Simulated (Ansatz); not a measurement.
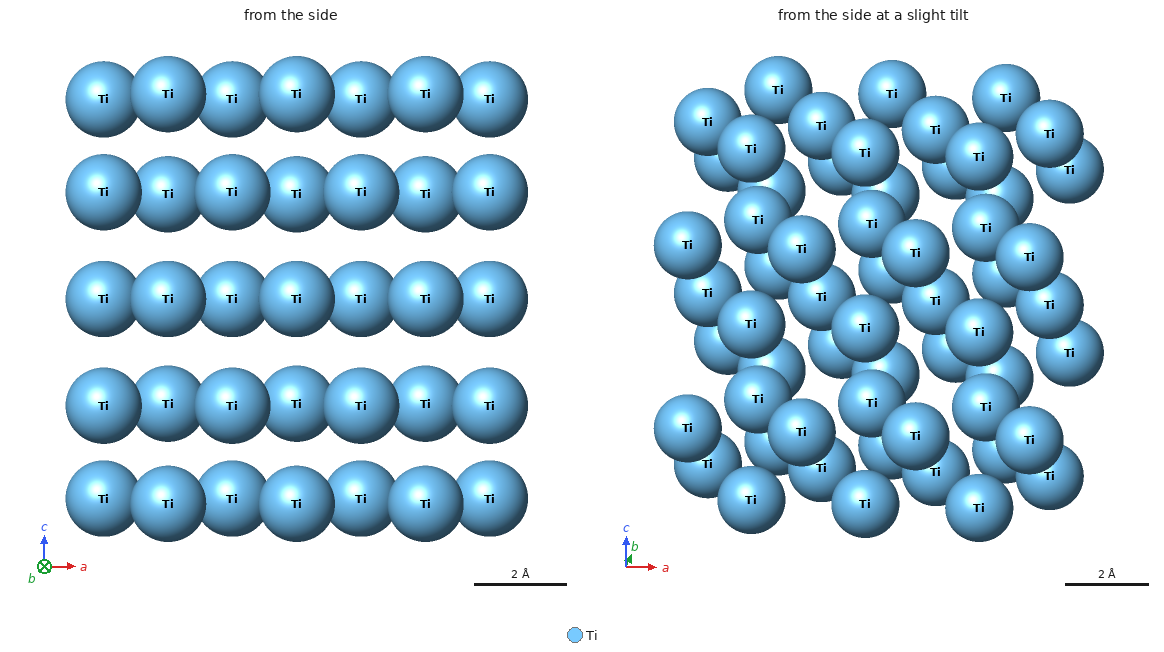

A spheres-only picture of a periodic slab, seen from the side and from the side at a slight tilt. The surface normal points up in side views; the vacuum is left out. 3×1 cells are drawn in the plane, with atoms at the edges repeated.

The cell holds 15 Ti. The slab was cut from bulk Ti (P6/mmm).

What is its extent along the surface normal?

About 9 Å from the lowest to the highest atom.

What is the order of the atomic planes, starting from the top?

Five planes: Ti / Ti / Ti / Ti / Ti.

Name the surface by its Miller indices.

(1 1 0).

Theory: Ansatz, DFT PBEsol, scalar-relativistic, plane waves, PAW. Numerical settings: a plane-wave cutoff of 420 eV, the zone sampled with 12×5×1 points, Gaussian smearing of 0.1 eV, no spin polarisation.

Work functions?

4.49 eV on both faces.

Its origin is a structure listed in the Materials Project, from which a slab was cut. The atoms were relaxed in a fixed cell with Ansatz, DFT PBEsol, scalar-relativistic, plane waves, PAW.
